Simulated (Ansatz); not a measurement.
# Calculations on H6C2O

**1. Relaxation**

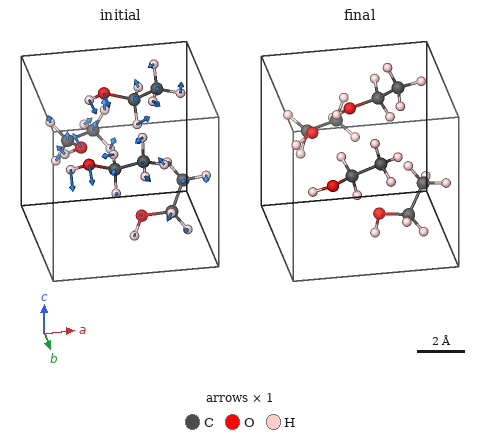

The structure of an amorphous cell of composition H6C2O before (left) and after (right) a relaxation, at one scale. The blue arrows give the displacements, at their true length.

A ball-and-stick model of the cell of the calculation, seen from a free direction.

The cell holds 4 CH3CH2OH. The run prepares the start of a later molecular dynamics calculation, from a guessed geometry.

These are results of DFT LDA, scalar-relativistic, plane waves, PAW (Ansatz 0.2.0), not measurements. Settings: plane-wave cutoff 420 eV; k-point mesh 1 × 1 × 1; occupations fermi dirac; smearing width 0.05 eV; no spin polarisation; atoms relaxed in a fixed cell; force threshold 0.3 eV/Å; at most 15 steps.

Describe what moved and what it gained.

The atom that moves furthest is an H atom (1.13 Å roughly along −c). By element the largest moves are H 1.13 Å, O 1.03 Å, C 0.53 Å. The lattice vectors keep their values. Among the contacts that change: C–O 1.427 → 1.398 Å, C–H 1.099 → 1.120 Å, H–O 0.971 → 0.986 Å, C–C 1.512 → 1.497 Å. Bond angles that change, for instance: C–O–H 107.7° → 110.9°. After 8 geometry steps the energy has fallen by 1.070 eV per cell of the calculation. The largest force component goes from 1 to 0.18 eV/Å.

Limits of the set-up: the periodic images lie only 7.3 Å apart, so the values are limited by the cell's size.

**2. Dynamics**

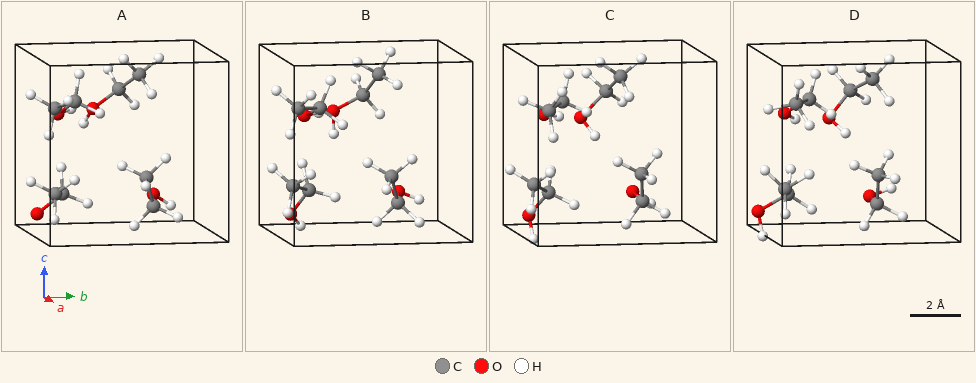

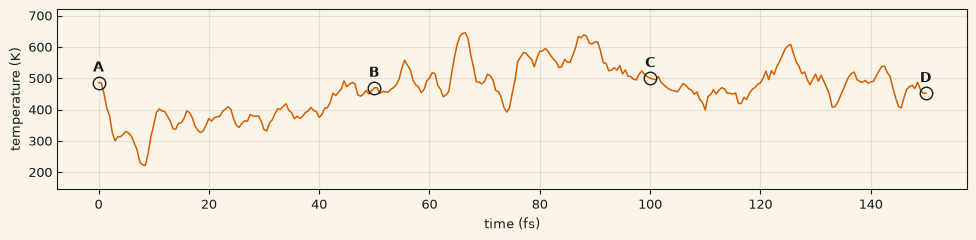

A Born-Oppenheimer molecular dynamics run of a periodic cell with 4 CH3CH2OH at 0.789 g/cm³, 150 fs long. Frames (A at 0 fs, B at 50 fs, C at 100 fs, D at 150 fs) and the history of the run. A ball-and-stick model of the simulation cell, seen slightly off an axis. Atoms that leave the cell re-enter on the other side.

Computed with Ansatz, DFT LDA, scalar-relativistic, plane waves, PAW. Settings: plane-wave cutoff 420 eV; k-point mesh 1 × 1 × 1; Fermi-Dirac smearing 0.05 eV; Langevin thermostat (NVT); set temperature 500 K; time step 0.5 fs; friction 0.02 per fs.

### Describe the run.

Root-mean-square distances from the starting positions over the second half, with the common drift of all atoms taken out: H 0.66 Å, O 0.38 Å, C 0.31 Å. The heavy atoms stay within a fraction of a molecule's size of their starting places, while the hydrogen atoms travel further, as molecules turn; so short a run doesn't tell a liquid from a solid. The mean temperature in the second half is 506 K (standard deviation 55 K). The potential energy is still drifting at the end, so the run hasn't reached equilibrium. The potential energy in the second half lies on average 50.7 meV per atom above the first frame.

Limits of the set-up: the periodic images lie only 7.3 Å apart, so the values are limited by the cell's size.

**3. Energy conservation**

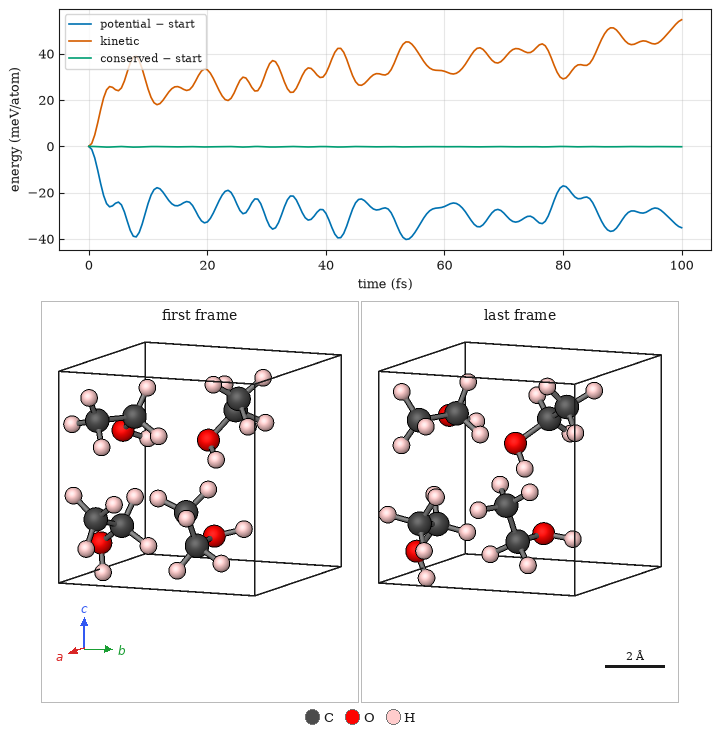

Molecular dynamics of a periodic cell with 4 CH3CH2OH at 0.789 g/cm³, 100 fs long. It starts from the last geometry of an earlier run. Style: ball-and-stick. Shown: the simulation cell, slightly off an axis.

Level of theory: DFT LDA, scalar-relativistic, plane waves, PAW (Ansatz). Set-up: plane-wave cutoff 420 eV; k-point mesh 1 × 1 × 1; Fermi-Dirac smearing 0.05 eV; Nosé-Hoover thermostat (NVT); set temperature 500 K; time step 0.5 fs; thermostat time 100.0 fs.

How well is the energy conserved, and can the run be trusted?

Answer. The conserved quantity stays between −0.32 and 0 meV per atom of its start. A straight-line fit has a slope that amounts to +0.049 meV per atom over 100 fs (0.1 % of the mean kinetic energy), and the ripple about it is 0.6 % of the kinetic energy's fluctuation. With a drift under 2 % and a ripple under 7 %, the integration is accurate. The atoms start at rest, so the thermostat has only the motion that the forces set off to work on. Over the second half the temperature averages 321 K (spread ±49 K). That is still far from the set 500 K: the thermostat hasn't settled it within this run. The potential energy in the second half lies on average 29.4 meV per atom below the first frame.

Limits of the set-up: the periodic images lie only 7.3 Å apart, so the values are limited by the cell's size.

The run took 3 min on 1 thread of AMD EPYC 7R43 64-Core Processor (Zen 3), on a shared host, peak memory 0.44 GiB.
